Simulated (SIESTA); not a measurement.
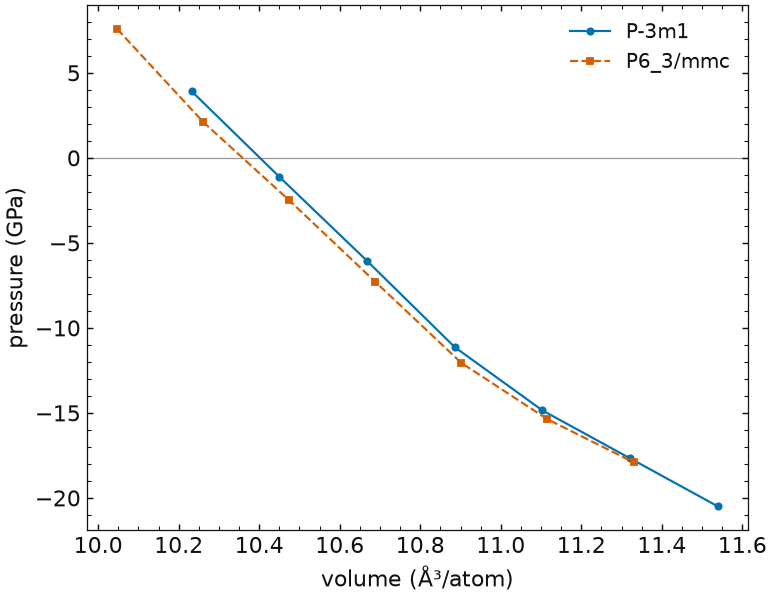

Calculation (SIESTA 5.4.2): DFT in numerical atomic orbitals with pseudopotentials, collinear spins; energies at scaled volumes of the given cell, shape and fractions fixed, counted from the fit's minimum, third-order Birch-Murnaghan fit. Level: PBEsol, collinear spin.

```tsv
setting	value
occupations	Fermi–Dirac
smearing width	0.05 eV
potentials	PseudoDojo 0.4 standard, converted to PSML, two zetas on semicore shells
```

Figure. Pressure against volume, with one curve for each structure, for Co.

Settings that differ: P-3m1: k mesh 9×9×5; P6_3/mmc: k mesh 9×9×3.

The fitted equilibrium volumes, smallest first, are P6_3/mmc 10.352, P-3m1 10.403 Å³/atom. The fitted bulk moduli, smallest first, are P6_3/mmc 247.7, P-3m1 277.5 GPa. For P-3m1, the pressure falls from 3.92 GPa at volume 10.23 Å³/atom to −20.48 GPa at 11.54 Å³/atom, and changes sign near 10.40 Å³/atom. For P6_3/mmc, the pressure falls from 7.59 GPa at volume 10.05 Å³/atom to −17.89 GPa at 11.33 Å³/atom, and changes sign near 10.36 Å³/atom.

Limits of the calculation: mulliken charges of long orbitals; short basis over semicore shells; shape and atomic fractions are frozen while scaling, which makes layered, chain and framework solids too stiff.
